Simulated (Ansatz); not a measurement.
# Does disorder add resistance in series? Pt(111) layers with 12.5 % Mo

Two lengths of the disordered region are known. What area resistance does the third give?

How it was computed: Ansatz 0.2.0, plane waves with PAW datasets at their recommended cutoffs (420 eV for most), Fermi-Dirac smearing; ballistic transmission by layer matching. The area resistance is RA = A (h/2e²)(1/T − 1/N), with T the zone-mean transmission per spin and N the lead's channels, both averaged over a few energies near the Fermi level; for magnets each spin is taken apart, with h/e², and the two conduct in parallel. Lateral cell 2x2, PBE, a fresh random draw for each length.

Results; the value marked ? is to be predicted:

| length (Å) | channels N | RA (fΩ m²) |
| --- | --- | --- |
| 9.06 | 6.793 | 0.628 |
| 18.1 | 6.737 | 1.02 |
| 27.2 | 6.747 | ? |

**Fit on the rows shown.**

Ohm's law makes RA linear in the length: the slope is (1.02 − 0.628)/(18.1 − 9.06) = 0.0431 fΩ m² per Å, or 43 µΩ cm. Then 1.02 + 0.0431 × 9.06. Predicted: 1.41 fΩ m².

**The withheld run.**

1.56 fΩ m², so the prediction is 9.6 % too low. The three lengths together give 51 µΩ cm. The two increments are 0.39 and 0.54 fΩ m²; with one draw for each length, their difference can't be told from scatter.

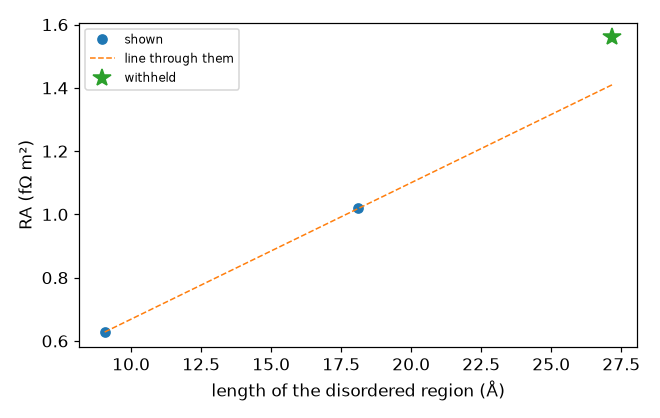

Area resistance against length.

**Limits.** The scatterers repeat sideways with the small cell. The slope is a raw one; a model of isotropic scattering puts it 1.00 times the bulk value over these lengths. Atoms sit unrelaxed on the host's lattice, and the pair may not mix at random in practice. Spin-orbit coupling is left out, which matters for Pt.
